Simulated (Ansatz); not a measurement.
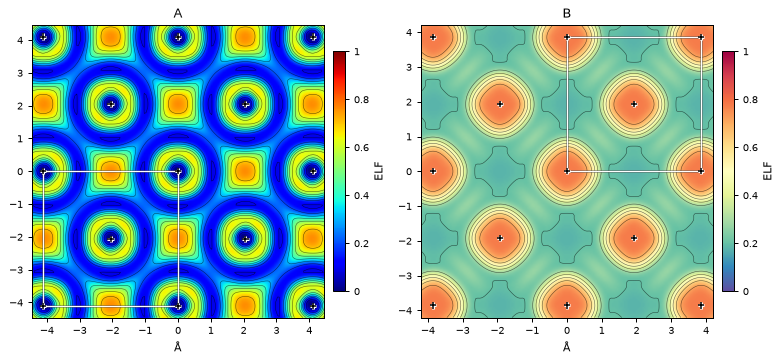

The ELF of 2 systems, each on a plane through atoms (crosses mark nuclei in the plane).

Method: DFT, PBE, PAW with Ansatz's default frozen-core files, scalar-relativistic in Ansatz.

System 1: Ti, the (010) plane of the conventional cell. Space group Fm-3m; a structure from a database of computed crystals, not necessarily the ambient phase; computed without spin polarisation.

```
CELL_PARAMETERS angstrom
4.10915 0.00000 0.00000
0.00000 4.10915 0.00000
0.00000 0.00000 4.10915
ATOMIC_POSITIONS crystal
Ti 0.00000 0.00000 0.00000
Ti 0.50000 0.50000 0.00000
Ti 0.50000 0.00000 0.50000
Ti 0.00000 0.50000 0.50000
```

System 2: Rh, the (010) plane of the conventional cell. Space group Fm-3m; computed pressure about −5 GPa in this cell; computed without spin polarisation.

```
Rh
1.0
     3.85595    0.00000    0.00000
     0.00000    3.85595    0.00000
     0.00000    0.00000    3.85595
Rh
4
Direct
  0.00000 0.00000 0.00000
  0.50000 0.50000 0.00000
  0.50000 0.00000 0.50000
  0.00000 0.50000 0.50000
```

Question: Which map belongs to which system?

Answer: Panel A is system 1, Ti: the plane holds Ti. Ti–Ti (2.91 Å): the ELF is about 0.25 at the midpoint; no localised pair shows between them. Panel B is system 2, Rh: the plane holds Rh. Rh–Rh (2.73 Å): the ELF is about 0.25 at the midpoint (no shared electron pair shows on this line).
